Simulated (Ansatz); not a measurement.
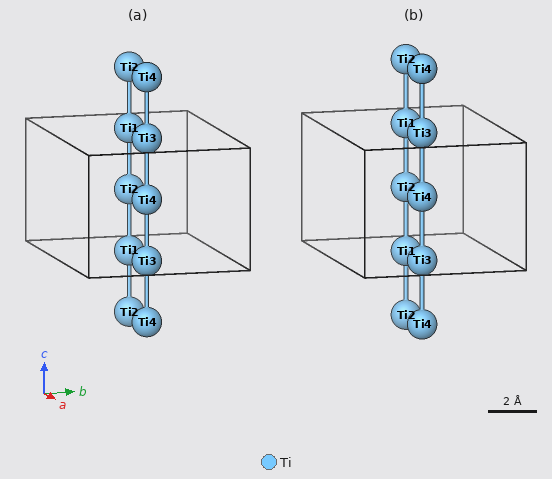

The structure of a wire of composition Ti before (left) and after (right) a relaxation, at one scale.

Style: ball-and-stick. Shown: the cell of the calculation, with the vacuum cut short, slightly off an axis.

Case: ladder chain of atoms.

Theory: Ansatz, DFT PBE, scalar-relativistic, plane waves, PAW.

Input file:
```yaml
crystal:
  lattice:
    - [11.7, 0.0, 0.0]
    - [0.0, 9.3, 0.0]
    - [0.0, 0.0, 5.181074124]
  atoms:
    - { symbol: Ti, position: [0.3837579523, 0.5, 0.0], spin: 1.5 }
    - { symbol: Ti, position: [0.3837579523, 0.5, 0.5], spin: 1.5 }
    - { symbol: Ti, position: [0.6162420477, 0.5, 0.0], spin: 1.5 }
    - { symbol: Ti, position: [0.6162420477, 0.5, 0.5], spin: 1.5 }
basis:
  ecutwfc: 420
kpoints:
  mp_grid: { grid: [1, 1, 13] }
hamiltonian:
  xc: pbe
scf:
  occupations: { method: gaussian, width: 0.05 }
output:
  forces: true
  stress: true
  eigenvalues: true
  populations: true
  write_density: true
  write_potential: true
  elf: true
  volumetric_format: npy
magnetization:
  spin_polarized: true
relax:
  adjacent_minimum: "off"
  f_tol: 0.01
  max_steps: 45
  cell: { fix: [a, b, alpha, beta, gamma], stress_tol: 0.03 }
```

Command:
```bash
ansatz run input.yaml --threads 2 --pin off --max-ram 5120MiB --backend cpu --events-out ev --progress --plain --runs-dir out
```

### What changed between the two?

The largest moves relative to the layer's centre, 0.11 Å, are those of Ti1, Ti2, Ti3 and Ti4. Along the periodic axis the drawn cell goes c 5.181 → 5.404 Å (+4.3 %). Near-neighbour distances that change, for instance: Ti1–Ti3 2.720 → 2.510 Å, Ti1–Ti2 2.591 → 2.702 Å. The energy falls by 0.253 eV per cell of the calculation in 4 accepted moves (6 points after the start). The largest force component goes from 0.68 to 0.0048 eV/Å. The line search rejected the trial step at point 3 of the run. At 1 point the geometry stayed and the basis and grid were re-selected for the new cell (energy shift of 0.4 meV per cell of the calculation at most each time).

Limits of the set-up: the k-point mesh is coarse for a cell with partly filled bands.
